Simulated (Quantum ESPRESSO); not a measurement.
RbCl: single-point calculation

System: RbCl (Fm-3m, 2 atoms in the cell).
Method: Kohn-Sham DFT of a periodic cell, PBE, SSSP 1.3 efficiency PBE, no spin polarisation (Quantum ESPRESSO 7.5).

The structure derives from an entry of the Crystallography Open Database. The volume is scaled by 1.06.

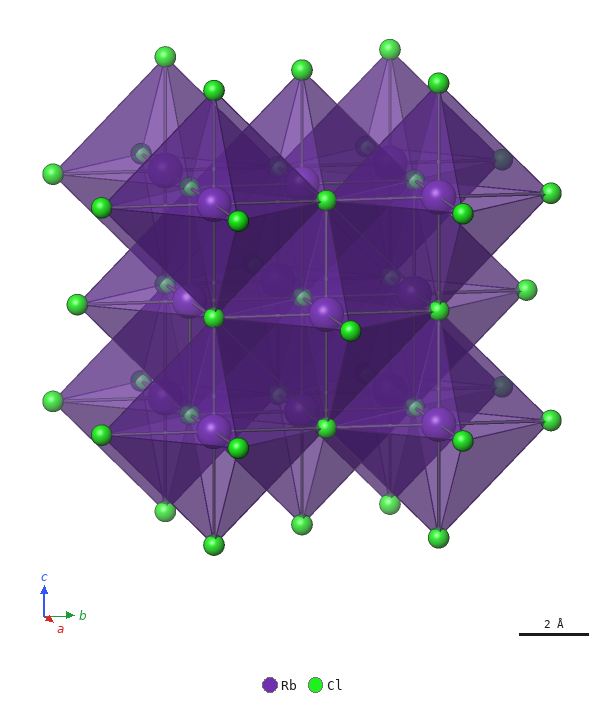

**Figure 1.** The structure as given in the input (polyhedral view of the cell 4 times as large as that of the calculation, set on its symmetry axes, seen slightly off an axis; polyhedra are completed across the faces of the cell).

## Input file
```
&CONTROL
  calculation = 'scf'
  prefix = 'pwscf'
  outdir = './tmp'
  pseudo_dir = './pseudo'
  tprnfor = .true.
  tstress = .true.
  disk_io = 'nowf'
/
&SYSTEM
  ibrav = 0
  nat = 2
  ntyp = 2
  ecutwfc = 60
  ecutrho = 440
  nbnd = 14
  occupations = 'smearing'
  smearing = 'fd'
  degauss = 0.00367493
/
&ELECTRONS
  conv_thr = 4d-10
  electron_maxstep = 120
  mixing_beta = 0.5
/
ATOMIC_SPECIES
Rb    85.4678 Rb_ONCV_PBE-1.0.oncvpsp.upf
Cl    35.4500 cl_pbe_v1.4.uspp.F.UPF
CELL_PARAMETERS angstrom
   0.0000000000    3.3382123806    3.3382123806
   3.3382123806    0.0000000000    3.3382123806
   3.3382123806    3.3382123806    0.0000000000
ATOMIC_POSITIONS crystal
Rb     0.0000000000    0.0000000000    0.0000000000
Cl     0.5000000000    0.5000000000    0.5000000000
K_POINTS automatic
7 7 7 0 0 0
```

Hardware: 1 thread of Intel Xeon (Granite Rapids), 128 GiB of memory available, shared host.

Command:
```bash
OMP_NUM_THREADS=1 pw.x -in pw.in > pw.out
```

## The program's output
```
This program is part of the open-source Quantum ESPRESSO suite
     for quantum simulation of materials; please cite
         "P. Giannozzi et al., J. Phys.:Condens. Matter 21 395502 (2009);
         "P. Giannozzi et al., J. Phys.:Condens. Matter 29 465901 (2017);
         "P. Giannozzi et al., J. Chem. Phys. 152 154105 (2020);
          URL
     in publications or presentations arising from this work. More details at

     Message from routine setup:
     using ibrav=0 with symmetry is DISCOURAGED, use correct ibrav instead

     Subspace diagonalization in iterative solution of the eigenvalue problem:
     a serial algorithm will be used

     G-vector sticks info
     --------------------
     sticks:   dense  smooth     PW     G-vecs:    dense   smooth      PW
     Sum        2407    1303    379                78343    31283    4957

     Using Slab Decomposition

     bravais-lattice index     =            0
     lattice parameter (alat)  =       8.9213  a.u.
     unit-cell volume          =     502.0749 (a.u.)^3
     number of atoms/cell      =            2
     number of atomic types    =            2
     number of electrons       =        16.00
     number of Kohn-Sham states=           14
     kinetic-energy cutoff     =      60.0000  Ry
     charge density cutoff     =     440.0000  Ry
     scf convergence threshold =      4.0E-10
     mixing beta               =       0.5000
     number of iterations used =            8  plain     mixing
     Exchange-correlation=  SLA  PW   PBX  PBC
                           (   1   4   3   4   0   0   0)

     celldm(1)=   8.921294  celldm(2)=   0.000000  celldm(3)=   0.000000
     celldm(4)=   0.000000  celldm(5)=   0.000000  celldm(6)=   0.000000

     crystal axes: (cart. coord. in units of alat)
               a(1) = (   0.000000   0.707107   0.707107 )
               a(2) = (   0.707107   0.000000   0.707107 )
               a(3) = (   0.707107   0.707107   0.000000 )

     reciprocal axes: (cart. coord. in units 2 pi/alat)
               b(1) = ( -0.707107  0.707107  0.707107 )
               b(2) = (  0.707107 -0.707107  0.707107 )
               b(3) = (  0.707107  0.707107 -0.707107 )

     PseudoPot. # 1 for Rb read from file:
     Rb_ONCV_PBE-1.0.oncvpsp.upf
     Pseudo is Norm-conserving, Zval =  9.0
     Generated using ONCVPSP code by D. R. Hamann
     Using radial grid of 2308 points,  6 beta functions with:
                l(1) =   0
                l(2) =   0
                l(3) =   1
                l(4) =   1
                l(5) =   2
                l(6) =   2

     PseudoPot. # 2 for Cl read from file:
     cl_pbe_v1.4.uspp.F.UPF
     Pseudo is Ultrasoft + core correction, Zval =  7.0
     Generated by new atomic code, or converted to UPF format
     Using radial grid of  909 points,  6 beta functions with:
                l(1) =   0
                l(2) =   0
                l(3) =   1
                l(4) =   1
                l(5) =   2
                l(6) =   2
     Q(r) pseudized with  8 coefficients,  rinner =    1.300   1.300   1.300
                                                       1.300   1.300

     atomic species   valence    mass     pseudopotential
     Rb                9.00    85.46780     Rb( 1.00)
     Cl                7.00    35.45000     Cl( 1.00)

     48 Sym. Ops., with inversion, found

   Cartesian axes

     site n.     atom                  positions (alat units)
         1        Rb     tau(   1) = (   0.0000000   0.0000000   0.0000000  )
         2        Cl     tau(   2) = (   0.7071068   0.7071068   0.7071068  )

     number of k points=    20  Fermi-Dirac smearing, width (Ry)=  0.0037
                       cart. coord. in units 2pi/alat
        k(    1) = (   0.0000000   0.0000000   0.0000000), wk =   0.0058309
        k(    2) = (   0.1010153   0.1010153  -0.1010153), wk =   0.0466472
        k(    3) = (   0.2020305   0.2020305  -0.2020305), wk =   0.0466472
        k(    4) = (   0.3030458   0.3030458  -0.3030458), wk =   0.0466472
        k(    5) = (   0.2020305   0.0000000   0.0000000), wk =   0.0349854
        k(    6) = (   0.3030458   0.1010153  -0.1010153), wk =   0.1399417
        k(    7) = (   0.4040610   0.2020305  -0.2020305), wk =   0.1399417
        k(    8) = (  -0.2020305  -0.4040610   0.4040610), wk =   0.1399417
        k(    9) = (  -0.1010153  -0.3030458   0.3030458), wk =   0.1399417
        k(   10) = (  -0.0000000  -0.2020305   0.2020305), wk =   0.0699708
        k(   11) = (   0.4040610   0.0000000   0.0000000), wk =   0.0349854
        k(   12) = (   0.5050763   0.1010153  -0.1010153), wk =   0.1399417
        k(   13) = (  -0.1010153  -0.5050763   0.5050763), wk =   0.1399417
        k(   14) = (   0.0000000  -0.4040610   0.4040610), wk =   0.0699708
        k(   15) = (   0.6060915   0.0000000   0.0000000), wk =   0.0349854
        k(   16) = (   0.0000000  -0.6060915   0.6060915), wk =   0.0699708
        k(   17) = (   0.4040610   0.2020305   0.0000000), wk =   0.1399417
        k(   18) = (  -0.2020305  -0.4040610   0.6060915), wk =   0.2798834
        k(   19) = (  -0.1010153  -0.5050763   0.7071068), wk =   0.1399417
        k(   20) = (   0.0000000  -0.4040610   0.6060915), wk =   0.1399417

     Dense  grid:    78343 G-vectors     FFT dimensions: (  60,  60,  60)

     Smooth grid:    31283 G-vectors     FFT dimensions: (  45,  45,  45)

     Initial potential from superposition of free atoms

     starting charge      15.9752, renormalised to      16.0000

     negative rho (up, down):  1.493E-02 0.000E+00
     Starting wfcs are    9 randomized atomic wfcs +    5 random wfcs

     Self-consistent Calculation

     iteration #  1     ecut=    60.00 Ry     beta= 0.50
     Davidson diagonalization with overlap
     ethr =  1.00E-02,  avg # of iterations =  6.5

     Threshold (ethr) on eigenvalues was too large:
     Diagonalizing with lowered threshold

     Davidson diagonalization with overlap
     ethr =  5.52E-04,  avg # of iterations =  1.5

     negative rho (up, down):  1.523E-02 0.000E+00

     total energy              =     -82.48268938 Ry
     estimated scf accuracy    <       0.08699857 Ry

     iteration #  2     ecut=    60.00 Ry     beta= 0.50
     Davidson diagonalization with overlap
     ethr =  5.44E-04,  avg # of iterations =  2.9

     negative rho (up, down):  1.476E-02 0.000E+00

     total energy              =     -82.50282082 Ry
     estimated scf accuracy    <       0.00507021 Ry

     iteration #  3     ecut=    60.00 Ry     beta= 0.50
     Davidson diagonalization with overlap
     ethr =  3.17E-05,  avg # of iterations =  5.0

     negative rho (up, down):  1.432E-02 0.000E+00

     total energy              =     -82.50364699 Ry
     estimated scf accuracy    <       0.00111646 Ry

     iteration #  4     ecut=    60.00 Ry     beta= 0.50
     Davidson diagonalization with overlap
     ethr =  6.98E-06,  avg # of iterations =  3.5

     negative rho (up, down):  1.441E-02 0.000E+00

     total energy              =     -82.50373722 Ry
     estimated scf accuracy    <       0.00002313 Ry

     iteration #  5     ecut=    60.00 Ry     beta= 0.50
     Davidson diagonalization with overlap
     ethr =  1.45E-07,  avg # of iterations =  2.9

     negative rho (up, down):  1.440E-02 0.000E+00

     total energy              =     -82.50374500 Ry
     estimated scf accuracy    <       0.00000861 Ry

     iteration #  6     ecut=    60.00 Ry     beta= 0.50
     Davidson diagonalization with overlap
     ethr =  5.38E-08,  avg # of iterations =  2.0

     negative rho (up, down):  1.440E-02 0.000E+00

     total energy              =     -82.50374755 Ry
     estimated scf accuracy    <       0.00000042 Ry

     iteration #  7     ecut=    60.00 Ry     beta= 0.50
     Davidson diagonalization with overlap
     ethr =  2.62E-09,  avg # of iterations =  3.8

     negative rho (up, down):  1.440E-02 0.000E+00

     total energy              =     -82.50374775 Ry
     estimated scf accuracy    <          1.3E-09 Ry

     iteration #  8     ecut=    60.00 Ry     beta= 0.50
     Davidson diagonalization with overlap
     ethr =  8.31E-12,  avg # of iterations =  3.0

     negative rho (up, down):  1.440E-02 0.000E+00

     total energy              =     -82.50374776 Ry
     estimated scf accuracy    <          1.3E-09 Ry

     iteration #  9     ecut=    60.00 Ry     beta= 0.50
     Davidson diagonalization with overlap
     ethr =  8.15E-12,  avg # of iterations =  2.0

     negative rho (up, down):  1.440E-02 0.000E+00

     End of self-consistent calculation

          k = 0.0000 0.0000 0.0000 (  3839 PWs)   bands (ev):

   -23.3281 -11.2523  -7.3714  -7.3714  -7.3714   0.7092   0.7092   0.7092
     5.5725   8.6640   8.6640   8.6640   9.6090   9.6090

          k = 0.1010 0.1010-0.1010 (  3906 PWs)   bands (ev):

   -23.3257 -11.2618  -7.3736  -7.3736  -7.3681   0.5279   0.6491   0.6491
     6.0181   8.5201   8.9068   8.9068   9.8886   9.8886

          k = 0.2020 0.2020-0.2020 (  3918 PWs)   bands (ev):

   -23.3203 -11.2829  -7.3785  -7.3785  -7.3609   0.1809   0.5198   0.5198
     7.0788   8.4224   9.5950   9.5950  10.6356  10.6356

          k = 0.3030 0.3030-0.3030 (  3915 PWs)   bands (ev):

   -23.3160 -11.2997  -7.3824  -7.3824  -7.3554  -0.0570   0.4212   0.4212
     8.1116   8.5150  10.4968  10.4968  11.5664  11.5664

          k = 0.2020 0.0000 0.0000 (  3919 PWs)   bands (ev):

   -23.3249 -11.2611  -7.3874  -7.3874  -7.3544   0.4305   0.6796   0.6796
     6.1119   8.1744   9.1593   9.1593   9.7697  10.1552

          k = 0.3030 0.1010-0.1010 (  3935 PWs)   bands (ev):

   -23.3206 -11.2697  -7.3996  -7.3973  -7.3649   0.2268   0.5740   0.6066
     6.8837   7.9715   9.7092   9.8409  10.1848  10.7546

          k = 0.4041 0.2020-0.2020 (  3935 PWs)   bands (ev):

   -23.3160 -11.2809  -7.4057  -7.4011  -7.3825   0.0689   0.4389   0.4903
     7.9277   8.1871  10.2951  10.6787  11.0929  11.1365

          k =-0.2020-0.4041 0.4041 (  3935 PWs)   bands (ev):

   -23.3146 -11.2864  -7.4285  -7.3908  -7.3710   0.0043   0.4179   0.4311
     8.2832   8.5380  10.4335  10.6779  11.0502  12.1766

          k =-0.1010-0.3030 0.3030 (  3927 PWs)   bands (ev):

   -23.3174 -11.2822  -7.4298  -7.3763  -7.3576   0.0848   0.4390   0.5380
     7.6099   8.3490   9.8046  10.2955  10.6936  11.4151

          k =-0.0000-0.2020 0.2020 (  3913 PWs)   bands (ev):

   -23.3223 -11.2712  -7.4051  -7.3687  -7.3567   0.3047   0.5402   0.6439
     6.6165   8.3069   9.1325   9.5954  10.1014  10.5040

          k = 0.4041 0.0000 0.0000 (  3944 PWs)   bands (ev):

   -23.3180 -11.2525  -7.4235  -7.4235  -7.4148   0.2094   0.6309   0.6309
     7.1847   7.4322  10.1819  10.4902  10.4902  10.9462

          k = 0.5051 0.1010-0.1010 (  3950 PWs)   bands (ev):

   -23.3145 -11.2439  -7.4823  -7.4324  -7.4287   0.2414   0.5312   0.5738
     7.3962   7.9999  10.5880  10.6320  11.1545  11.3432

          k =-0.1010-0.5051 0.5051 (  3939 PWs)   bands (ev):

   -23.3127 -11.2505  -7.5169  -7.4197  -7.4088   0.2330   0.4332   0.4818
     7.8409   8.8508  10.0563  10.3109  11.1798  11.6591

          k = 0.0000-0.4041 0.4041 (  3939 PWs)   bands (ev):

   -23.3140 -11.2677  -7.4933  -7.3948  -7.3772   0.1065   0.4231   0.5004
     8.1306   8.5792   9.9358  10.4434  10.7472  12.1336

          k = 0.6061 0.0000 0.0000 (  3952 PWs)   bands (ev):

   -23.3126 -11.2158  -7.5606  -7.4527  -7.4527   0.3445   0.6073   0.6073
     6.9974   8.3058  10.4285  10.5871  11.1300  11.9939

          k = 0.0000-0.6061 0.6061 (  3943 PWs)   bands (ev):

   -23.3118 -11.2187  -7.5760  -7.4471  -7.4440   0.3995   0.4985   0.5658
     7.1866   8.9061   9.7810  10.6555  10.9000  11.9616

          k = 0.4041 0.2020 0.0000 (  3935 PWs)   bands (ev):

   -23.3167 -11.2659  -7.4450  -7.4080  -7.3797   0.1551   0.4815   0.5831
     7.6062   7.8516  10.3007  10.3267  10.7384  11.1838

          k =-0.2020-0.4041 0.6061 (  3963 PWs)   bands (ev):

   -23.3136 -11.2625  -7.4698  -7.4517  -7.3686   0.1481   0.4284   0.4898
     8.1654   8.3675  10.0644  10.5918  11.1618  11.7756

          k =-0.1010-0.5051 0.7071 (  3956 PWs)   bands (ev):

   -23.3124 -11.2323  -7.5379  -7.4771  -7.3978   0.3318   0.4562   0.5513
     7.4791   8.6888   9.8007  10.6723  11.1316  11.9240

          k = 0.0000-0.4041 0.6061 (  3946 PWs)   bands (ev):

   -23.3120 -11.2405  -7.5320  -7.4868  -7.3707   0.2816   0.4543   0.4777
     8.0349   8.6750   9.8109  10.0103  11.7767  11.8476

     the Fermi energy is     3.5504 ev

!    total energy              =     -82.50374776 Ry
     estimated scf accuracy    <          2.1E-12 Ry
     smearing contrib. (-TS)   =       0.00000000 Ry
     internal energy E=F+TS    =     -82.50374776 Ry

     The total energy is F=E-TS. E is the sum of the following terms:
     one-electron contribution =     -24.22512264 Ry
     hartree contribution      =      16.84993134 Ry
     xc contribution           =     -17.00373816 Ry
     ewald contribution        =     -58.12481830 Ry

     convergence has been achieved in   9 iterations

     negative rho (up, down):  1.440E-02 0.000E+00

     Forces acting on atoms (cartesian axes, Ry/au):

     atom    1 type  1   force =    -0.00000000    0.00000000   -0.00000000
     atom    2 type  2   force =     0.00000000    0.00000000    0.00000000

     Total force =     0.000000     Total SCF correction =     0.000000

     Computing stress (Cartesian axis) and pressure

     negative rho (up, down):  1.440E-02 0.000E+00
          total   stress  (Ry/bohr**3)                   (kbar)     P=        1.50
   0.00001016   0.00000000   0.00000000            1.50        0.00        0.00
   0.00000000   0.00001016   0.00000000            0.00        1.50        0.00
   0.00000000   0.00000000   0.00001016            0.00        0.00        1.50

=------------------------------------------------------------------------------=
   JOB DONE.
=------------------------------------------------------------------------------=
```

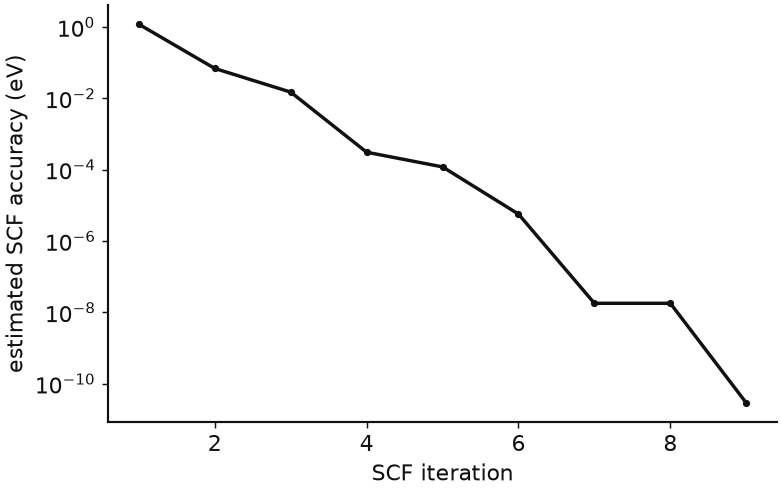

**Figure 2.** Convergence of the self-consistent field: estimated SCF accuracy against the iteration. The field takes 9 iterations in all.

## Results in brief

- outcome: converged
- space group (tolerance 0.01 Å): Fm-3m (225)
- electrons treated: 16
- free energy: −1122.5207 eV
- Fermi energy: 3.550 eV
- gap on the k-point mesh: 4.86 eV
- pressure: 0.15 GPa
- largest force (length of the vector): under 0.001 eV/Å
- wall time: 21 s
- peak memory: 0.34 GiB

## Notes

Notes on the run: negative rho.
